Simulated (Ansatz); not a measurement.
**Mg2O: a changed input and its effect**

System: Mg2O (P4₂/mnm, 6 atoms in the cell).
Method of the first run: DFT PBE, scalar-relativistic, plane waves, PAW, no spin polarisation (Ansatz 0.2.0).

The structure was made by swapping elements on the sites of another compound; it need not be a known phase. Text and figures count atoms from 1; the logs count them from 0 in places.

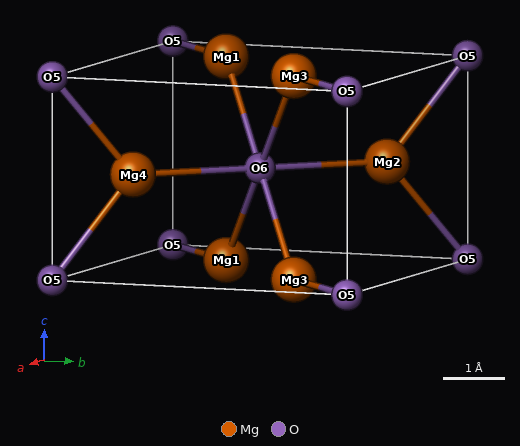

**Figure 1.** The structure (ball-and-stick view of the cell of the calculation, seen slightly off an axis; atoms are numbered from 1 in the order of the input). Near neighbours in the crystal (not all of them lie inside the picture): Mg has 3 O at 2.24 to 2.29 Å; O has 6 Mg at 2.24 to 2.29 Å.

### The input, the first run
```yaml
crystal:
  lattice:
    - [5.2901358324, 0.0, 0.0]
    - [0.0, 5.2901358324, 0.0]
    - [0.0, 0.0, 3.4073817867]
  atoms:
    - { symbol: Mg, position: [0.306, 0.306, 0.0] }
    - { symbol: Mg, position: [0.194, 0.806, 0.5] }
    - { symbol: Mg, position: [0.694, 0.694, 0.0] }
    - { symbol: Mg, position: [0.806, 0.194, 0.5] }
    - { symbol: O, position: [0.0, 0.0, 0.0] }
    - { symbol: O, position: [0.5, 0.5, 0.5] }
basis:
  ecutwfc: 420
kpoints:
  mp_grid: { grid: [4, 4, 6] }
hamiltonian:
  xc: pbe
scf:
  occupations: { method: gaussian, width: 0.1 }
  lower_state_search: "off"
output:
  forces: true
  stress: true
  eigenvalues: true
```

Launched with:
```bash
ansatz run input.yaml --threads 1 --pin off --max-ram 2560MiB --backend cpu --events-out ev --progress --plain --runs-dir out
```

Hardware: 1 thread of Intel Xeon @ 2.90GHz (Ice Lake), 192 GiB of memory available, shared host.

### Output, shortened to warnings, some set-up lines, iterations and results (the first run)
```
Basis set: ecut = 420 eV, 1875 PW (Γ), exchange–correlation on 72×72×48 points (8 copies of the dense FFT grid, shifted against one another)
Symmetry: 16 space group operations
k-points: 24 of 96
Initial density: superposition of atomic densities (neutral atoms: chi_scale 0, normalization atom), corrected by the library's trained network
[...]
SCF iter   1: F=—  HF=-8832.900646 eV  |F-HF|=—  |Δ(HF+E_count)|=         —  Δρ=4.45e-3  dr2=2.18e-2  ethr=1.77e-3  ⟨swp⟩=6.1  Hψ=3433  notcnv=0
SCF iter   2: F=—  HF=-8832.897068 eV  |F-HF|=—  |Δ(HF+E_count)|=   3.58e-3  Δρ=1.74e-3  dr2=4.16e-3  ethr=4.18e-5  ⟨swp⟩=1.1  Hψ=963  notcnv=0
SCF iter   3: F=—  HF=-8832.896464 eV  |F-HF|=—  |Δ(HF+E_count)|=   6.04e-4  Δρ=4.88e-4  dr2=3.91e-4  ethr=8.01e-6  ⟨swp⟩=2.0  Hψ=868  notcnv=0
SCF iter   4: F=—  HF=-8832.896395 eV  |F-HF|=—  |Δ(HF+E_count)|=   6.85e-5  Δρ=7.74e-5  dr2=4.36e-6  ethr=7.52e-7  ⟨swp⟩=2.0  Hψ=882  notcnv=0
SCF iter   5: F=—  HF=-8832.896376 eV  |F-HF|=—  |Δ(HF+E_count)|=   1.97e-5  Δρ=1.80e-5  dr2=1.74e-7  ethr=8.39e-9  ⟨swp⟩=2.0  Hψ=1358  notcnv=0
SCF iter   6: F=-8832.896375 eV  HF=-8832.896375 eV  |F-HF|=1.27e-10  |Δ(HF+E_count)|=   1.27e-7  Δρ=4.89e-6  dr2=2.32e-8  ethr=1.92e-10  ⟨swp⟩=7.6  Hψ=2903  notcnv=0
SCF 1 converged in 6 iterations: F = -8832.896375 eV  dr2 = 2.32e-8
SCF converged after 6 iterations
Free energy (F): -8832.896375 eV
Harris-Foulkes:  -8832.896375 eV  (|F-HF|=1.27e-10)
Internal energy: -8832.889457 eV  (E = F + TS)
E sigma→0 (E₀):  -8832.892916 eV
Entropy (-TS):   -0.006919 eV (-1.153 meV/atom)
Fermi energy:    7.118032 eV
--- Per-component energies (eV) ---
  E_band       = -1421.355841
  E_kinetic    = 650.912437
  E_local      = -7058.021236  (includes V_loc(G=0)·N_el)
  E_nonlocal   = 476.518700
  E_hartree    = 2515.816875
  E_xc         = -263.590246
  E_vxc        = -337.999130  (∫ρ·V_xc dr)
  E_paw        = -1485.565753  (= ΣΔE_a)
  E_vpaw       = -184.407575  (= ΣTr[D̂ρ^β])
  E_aug_tail   = 0.004700  (compensation charges beyond the density's cutoff)
  E_ewald      = -3668.964934
  E_smearing   = -0.006919  (= −TS)
  E_closure    = -0.000000  (closes the sum)
  Σ components = -8832.896375   (vs F -8832.896375, Δ=0.00e0)
--- Forces (eV/Å), atoms counted from 1 ---
  atom   1  Mg    -0.35240221    -0.35240221     0.00000000
  atom   2  Mg     0.35240221    -0.35240221     0.00000000
  atom   3  Mg     0.35240221     0.35240221     0.00000000
  atom   4  Mg    -0.35240221     0.35240221     0.00000000
  atom   5  O      0.00000000    -0.00000000     0.00000000
  atom   6  O     -0.00000000     0.00000000     0.00000000
  max |Σ_I F_I| component: 1.67e-16 eV/Å
--- Stress (GPa, compression-positive) ---
       -2.221731       0.000000       0.000000
        0.000000      -2.221731       0.000000
        0.000000       0.000000     -12.017948
  P = ⅓ Tr σ = -5.4871 GPa (-54.871 kbar)
```

The input of the second run differs as follows (lines with − go, lines with + come):
```diff
-    - { symbol: O, position: [0.0, 0.0, 0.0] }
-    - { symbol: O, position: [0.5, 0.5, 0.5] }
+    - { symbol: O, position: [0.0, 0.0, 0.0], spin: 1.0 }
+    - { symbol: O, position: [0.5, 0.5, 0.5], spin: 1.0 }
+  populations: true
+magnetization:
+  spin_polarized: true
```

How does the second run compare with the first run?

The energy is the same within 0.01 meV per atom. With spin allowed, the absolute moment of the cell comes to 0.00 μB. The SCF takes 14 iterations against 6. On the same kind of shared host the second run took about 3.9 times as long. The two runs start from different initial densities, which also moves the count.

### Output, shortened to warnings, some set-up lines, iterations and results (the second run)
```
WARN: the starting moments were not kept: the SCF closed with an absolute magnetisation of 1.2e-5 μB, where they sum to 2 μB in size (2 sites). That is at most 0.1 of that sum. Measured as dr2_m measures the in/out step, that magnetisation stands 7.8e-12 eV from none, at or under the dr2_threshold of 1.0e-7 eV: it is no larger than a step whose dr2_m would equal this threshold. The system may …
Basis set: ecut = 420 eV, 1875 PW (Γ), exchange–correlation on 72×72×48 points (8 copies of the dense FFT grid, shifted against one another)
Symmetry: 16 space group operations
k-points: 24 of 96
Initial density: superposition of atomic densities (chi_scale 0.1, normalization cell, long waves kept (reshape's long-wave potential 0.02 eV rms))
[...]
SCF iter   1: F=—  HF=-8833.542939 eV  |F-HF|=—  |Δ(HF+E_count)|=         —  Δρ=7.42e-2 (↑7.42e-2 ↓2.61e-2)  dr2=6.40e0  dr2_m=9.69e-1  M=0.132 μB ∫|m|=0.694 μB  β_m=0.30  …
SCF iter   2: F=—  HF=-8832.577268 eV  |F-HF|=—  |Δ(HF+E_count)|=   9.66e-1  Δρ=3.56e-2 (↑3.56e-2 ↓2.54e-2)  dr2=6.92e-1  dr2_m=6.16e-1  M=0.085 μB ∫|m|=0.496 μB  β_m=0.30  …
SCF iter   3: F=—  HF=-8832.681970 eV  |F-HF|=—  |Δ(HF+E_count)|=   1.05e-1  Δρ=2.33e-2 (↑2.20e-2 ↓2.33e-2)  dr2=2.55e-1  dr2_m=3.71e-1  M=0.081 μB ∫|m|=0.376 μB  β_m=0.30  …
SCF iter   4: F=—  HF=-8832.793438 eV  |F-HF|=—  |Δ(HF+E_count)|=   1.11e-1  Δρ=1.61e-2 (↑1.60e-2 ↓1.61e-2)  dr2=1.54e-2  dr2_m=2.20e-1  M=0.074 μB ∫|m|=0.299 μB  β_m=0.30  …
SCF iter   5: F=—  HF=-8832.834101 eV  |F-HF|=—  |Δ(HF+E_count)|=   4.07e-2  Δρ=1.23e-2 (↑1.23e-2 ↓1.23e-2)  dr2=6.88e-3  dr2_m=1.31e-1  M=0.065 μB ∫|m|=0.244 μB  β_m=0.30  …
[... 5 lines ...]
SCF iter  11: F=—  HF=-8832.896374 eV  |F-HF|=—  |Δ(HF+E_count)|=   9.14e-5  Δρ=1.11e-4 (↑6.27e-5 ↓1.11e-4)  dr2=2.11e-5  dr2_m=1.21e-6  M=0.002 μB ∫|m|=0.004 μB  β_m=0.69  …
SCF iter  12: F=—  HF=-8832.896374 eV  |F-HF|=—  |Δ(HF+E_count)|=   1.38e-7  Δρ=1.51e-5 (↑1.48e-5 ↓1.51e-5)  dr2=4.23e-9  dr2_m=1.94e-7  M=0.001 μB ∫|m|=0.002 μB  β_m=0.84  …
SCF iter  13: F=-8832.896375 eV  HF=-8832.896375 eV  |F-HF|=2.07e-8  |Δ(HF+E_count)|=   1.66e-6  Δρ=2.55e-6 (↑2.55e-6 ↓2.51e-6)  dr2=4.47e-10  dr2_m=5.27e-9  M=0.000 μB …
SCF iter  14: F=-8832.896375 eV  HF=-8832.896375 eV  |F-HF|=1.80e-10  |Δ(HF+E_count)|=   3.79e-8  Δρ=2.88e-7 (↑2.88e-7 ↓2.41e-7)  dr2=5.55e-11  dr2_m=3.98e-11  M=0.000 μB …
SCF 1 converged in 14 iterations: F = -8832.896375 eV  dr2 = 5.55e-11
SCF converged after 14 iterations
Magnetization: 0.0000 μB (26.0000 up, 26.0000 down)
Absolute magnetization: 0.0000 μB (∫|ρ↑−ρ↓|, with the PAW one-centre terms)
Spin contamination: 0.0000 ħ² per cell (⟨S²⟩ above its minimum at these occupations)
Per-site moments (μB) at R_I (Å): [(1.1704082703342093e-7, 0.9232161026064793), (1.1704082688481431e-7, 0.9232161026064791), (1.1704082681425768e-7, 0.9232161026064789), (1.1704082699294024e-7, 0.9232161026064791), (-3.673611074441622e-7, 0.9232161026064791), (-3.6736110733228893e-7, …
Free energy (F): -8832.896375 eV
Harris-Foulkes:  -8832.896375 eV  (|F-HF|=1.80e-10)
Internal energy: -8832.889457 eV  (E = F + TS)
E sigma→0 (E₀):  -8832.892916 eV
Entropy (-TS):   -0.006919 eV (-1.153 meV/atom)
Fermi energy:    7.118066 eV
--- Per-component energies (eV) ---
  E_band       = -1421.357619
  E_kinetic    = 650.911882
  E_local      = -7058.020338  (includes V_loc(G=0)·N_el)
  E_nonlocal   = 476.518724
  E_hartree    = 2515.816360
  E_xc         = -263.590140
  E_vxc        = -337.998997  (∫ρ·V_xc dr)
  E_paw        = -1485.565711  (= ΣΔE_a)
  E_vpaw       = -184.406846  (= ΣTr[D̂ρ^β])
  E_aug_tail   = 0.004700  (compensation charges beyond the density's cutoff)
  E_ewald      = -3668.964934
  E_smearing   = -0.006919  (= −TS)
  E_closure    = -0.000000  (closes the sum)
  Σ components = -8832.896375   (vs F -8832.896375, Δ=0.00e0)
--- Forces (eV/Å), atoms counted from 1 ---
  atom   1  Mg    -0.35239610    -0.35239610     0.00000000
  atom   2  Mg     0.35239610    -0.35239610     0.00000000
  atom   3  Mg     0.35239610     0.35239610     0.00000000
  atom   4  Mg    -0.35239610     0.35239610     0.00000000
  atom   5  O      0.00000000    -0.00000000     0.00000000
  atom   6  O      0.00000000     0.00000000     0.00000000
  max |Σ_I F_I| component: 1.11e-16 eV/Å
--- Stress (GPa, compression-positive) ---
       -2.221625       0.000000       0.000000
        0.000000      -2.221625       0.000000
        0.000000       0.000000     -12.017831
  P = ⅓ Tr σ = -5.4870 GPa (-54.870 kbar)
--- Löwdin populations: 6 sites ---
  site symbol       q [e]    m [muB]
     0     Mg      8.9672     0.0000
     1     Mg      8.9672     0.0000
     2     Mg      8.9672     0.0000
     3     Mg      8.9672     0.0000
     4      O      7.3597    -0.0000
     5      O      7.3597    -0.0000
  spilling = 0.027152 (of n_electrons = 52.000000)
```

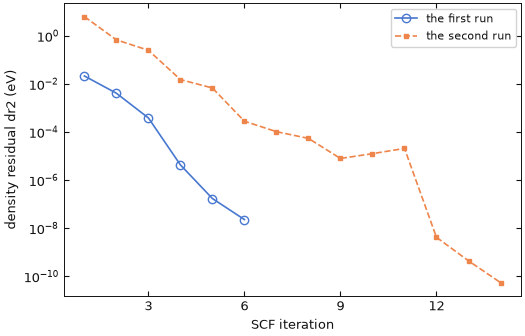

**Figure 2.** Convergence of the two runs: density residual dr2 against the SCF iteration. The first run takes 6 iterations in all, and the second run takes 14.

### The two runs side by side

```csv
quantity,the first run,the second run
outcome,converged,converged
free energy per atom (eV),−1472.1494,−1472.1494
"energy per atom, smearing taken to zero (eV)",−1472.1488,−1472.1488
gap on the mesh (eV),0.00,0.00
pressure (GPa),−5.49,−5.49
largest force (eV/Å),0.498,0.498
SCF iterations,6,14
irreducible k-points,24,24
plane waves at Γ,1875,1875
net moment of the cell (μB),–,0.00
absolute moment of the cell (μB),–,0.00
wall time (shared host),2.6 s,10 s
```

For the second run: Warnings: some starting moments were not kept.
